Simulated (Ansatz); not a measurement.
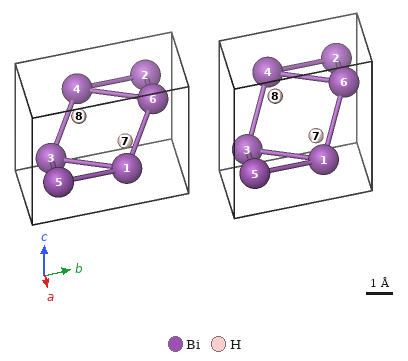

Two geometries of crystalline Bi3H (built on the Ni3Sn (D0_19)_194 type) (coarse preliminary run), drawn at one scale. One is the start of a relaxation, the other its converged end. A ball-and-stick model of the cell of the calculation, seen from a free direction.

The calculation used DFT PBE, scalar-relativistic, plane waves, PAW (Ansatz). Settings: plane-wave cutoff 420 eV; k-point mesh 3 × 3 × 4; occupations gaussian; smearing width 0.1 eV; no spin polarisation; cell and atoms relaxed; force threshold 0.04 eV/Å; at most 70 steps.

### Which one is relaxed?

The left one is the relaxed one. Case: Ni3Sn (D0_19) type (P6_3/mmc, No. 194). The largest moves relative to the cell, 0.27 Å, are those of Bi1, Bi2, Bi3, Bi4, Bi5 and Bi6. Bi1 goes along [−1 −2 0]. H stays in place. The volume changes by +6.4 %, with a = b 6.597 → 7.491 Å (+13.6 %), c 5.295 → 4.369 Å (−17.5 %). Some distances before and after: Bi1–Bi3 3.305 → 4.217 Å, Bi1–Bi3 (another image) 3.292 → 3.273 Å, Bi1–Bi2 3.263 → 3.271 Å. Bond angles that change, for instance: Bi2–Bi1–Bi2 108.4° → 83.8°, Bi2–Bi1–Bi6 60.8° → 80.3°, Bi2–Bi1–Bi3 120.4° → 130.1°. The space group stays P6_3/mmc (No. 194). The energy falls by 133 meV per atom in 9 accepted moves (12 points after the start). Largest force component: 0.41 eV/Å at the start, 0.00048 eV/Å at the end. Pressure: 4.14 GPa at the start and 0.03 GPa at the end. The line search rejected the trial step at point 6 of the run. At 2 points the geometry stayed and the basis and grid were re-selected for the new cell (energy shift of 3.9 meV per atom at most each time). The run took 42 s on 1 thread of Intel(R) Xeon(R) 6975P-C (Granite Rapids) (shared host), peak memory 0.51 GiB.
